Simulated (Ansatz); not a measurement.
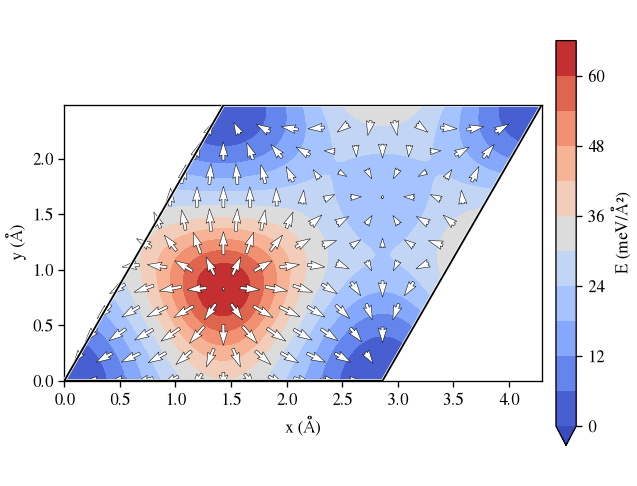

Energy landscape of Ti (P6_3/mmc, No. 194; 6 atoms in the cell). Gamma surface: rigid slide across a plane, one fault a cell; the plane is (0 0 1) of the conventional cell. Places are given modulo a cell vector. The map is drawn in real space over the plane of the slide. Nothing is relaxed (rigid halves, spacing across the cut fixed). Grid: 12 × 12 points; 31 points were computed and 113 follow by symmetry. Energies are in meV/Å², from the lowest grid point. The calculation used DFT LDA, scalar-relativistic, plane waves, PAW in Ansatz 0.2.0. Settings: cutoff 520 eV, k-mesh 17×17×4 in the order of the run's cell vectors, gaussian smearing 0.15 eV, no spin polarisation.

Drawn: filled contours, arrows along the force (downhill), their lengths compressed, the outline of one cell of the plane. Between grid points the surface is interpolated. 

Q: What does the map say about the system?

A: The lowest grid point is at (0/12, 0/12) of the cell vectors. A higher local minimum lies near (8/12, 8/12) of the cell vectors (19.6 meV/Å² above the lowest at that grid point). These are metastable stacking faults of the rigid slide. The highest grid point, (4/12, 4/12) of the cell vectors, lies 65.4 meV/Å² above the lowest. On the interpolated surface the easiest way out of the lowest well to the well at (8/12, 8/12) of the cell vectors passes a barrier of about 24 meV/Å².

The whole map (31 points run) took 18 min on 4 threads of Intel(R) Xeon(R) Platinum 8488C (Sapphire Rapids) (shared host).

PAW datasets: the set soft_1.
